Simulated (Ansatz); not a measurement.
Mg$_{16}$O$_{15}$ (cell with a defect)

Input file:

```
crystal:
  lattice:
    - [-4.2535896552, -4.2535896552, 4.2535896552]
    - [4.2535896552, 4.2535896552, 4.2535896552]
    - [-4.2535896552, 4.2535896552, -4.2535896552]
  atoms:
    - { symbol: Mg, position: [0.7490107523, 0.4972222182, 0.7509899338], spin: 0.333 }
    - { symbol: Mg, position: [0.0, 0.5, 0.5] }
    - { symbol: Mg, position: [0.75, 0.75, 0.5] }
    - { symbol: Mg, position: [0.2555901469, 0.5093211237, 0.2594485661], spin: 0.333 }
    - { symbol: Mg, position: [-0.0015788607, 0.7564244491, 0.2523299733], spin: 0.333 }
    - { symbol: Mg, position: [0.75, 0.0, 0.25] }
    - { symbol: Mg, position: [0.5, 0.5, 0.0] }
    - { symbol: Mg, position: [0.2583693507, 0.764531888, 0.0030845415], spin: 0.333 }
    - { symbol: Mg, position: [0.0, 0.0, 0.0] }
    - { symbol: Mg, position: [0.7578752425, 0.2533353527, 0.0055651237], spin: 0.333 }
    - { symbol: Mg, position: [0.5, 0.75, 0.75] }
    - { symbol: Mg, position: [0.25, 0.0, 0.75] }
    - { symbol: Mg, position: [-0.0077088772, 0.2429040443, 0.7396191519], spin: 0.333 }
    - { symbol: Mg, position: [0.5, 0.0, 0.5] }
    - { symbol: Mg, position: [0.25, 0.25, 0.5] }
    - { symbol: Mg, position: [0.5, 0.25, 0.25] }
    - { symbol: O, position: [0.25, 0.5, 0.75] }
    - { symbol: O, position: [0.0, 0.75, 0.75] }
    - { symbol: O, position: [0.5, 0.5, 0.5] }
    - { symbol: O, position: [0.25, 0.75, 0.5] }
    - { symbol: O, position: [0.0, 0.0, 0.5] }
    - { symbol: O, position: [0.75, 0.5, 0.25] }
    - { symbol: O, position: [0.5, 0.75, 0.25] }
    - { symbol: O, position: [0.25, 0.0, 0.25] }
    - { symbol: O, position: [0.0, 0.25, 0.25] }
    - { symbol: O, position: [0.75, 0.75, 0.0] }
    - { symbol: O, position: [0.5, 0.0, 0.0] }
    - { symbol: O, position: [0.25, 0.25, 0.0] }
    - { symbol: O, position: [0.75, 0.0, 0.75] }
    - { symbol: O, position: [0.5, 0.25, 0.75] }
    - { symbol: O, position: [0.75, 0.25, 0.5] }
  host:
    lattice:
      - [0.0, 2.1267948276, 2.1267948276]
      - [2.1267948276, 0.0, 2.1267948276]
      - [2.1267948276, 2.1267948276, 0.0]
    atoms:
      - { symbol: Mg, position: [0.0, 0.0, 0.0] }
      - { symbol: O, position: [0.5, 0.5, 0.5] }
basis:
  ecutwfc: 420
  xc_grid: 2
kpoints:
  mp_grid: { grid: [2, 2, 2], shift: [0.5, 0.5, 0.5] }
hamiltonian:
  xc: pbe
scf:
  occupations: { method: gaussian, width: 0.02 }
  lower_state_search: "off"
output:
  forces: true
  stress: false
  eigenvalues: true
  populations: true
  charged_corrections:
    defect_position: [0.0, 0.5, 0.0]
    epsilon: [[11.1919, 0.0, 0.0], [0.0, 11.1919, 0.0], [0.0, 0.0, 11.1919]]
  write_density: true
  write_potential: true
  elf: true
  volumetric_format: npy
magnetization:
  spin_polarized: true
relax:
  adjacent_minimum: "off"
  f_tol: 0.03
  max_steps: 40
```

Command:

```sh
ansatz run input.yaml --threads 8 --pin off --max-ram 16384MiB --backend cpu --events-out ev --progress --plain --runs-dir out
```

The fields are those of the relaxed geometry.

The program warned that a starting moment wasn't kept; spin-polarised, but the moments vanished.

Computed with DFT PBE, scalar-relativistic, plane waves, PAW (Ansatz).

> What will maps of the valence pseudo-density and electron localisation function show?

Mg–O (2.13 Å): ρ at the midpoint is about 0.32 e/Å³; the ELF peaks at about 0.85 in the valence shell of O, 0.6 Å from its nucleus, and is about 0.30 at the midpoint; an ionic contact with no shared pair.

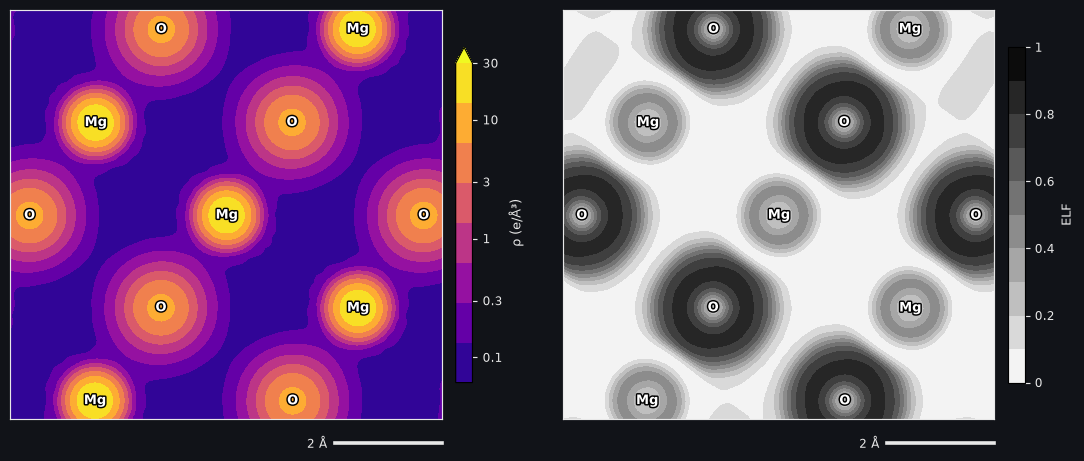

Computed valence pseudo-density and electron localisation function on the (010) plane of the calculation cell, in this order. 

Core electrons are frozen (PAW), and the valence fields are smoothed inside the atomic spheres.
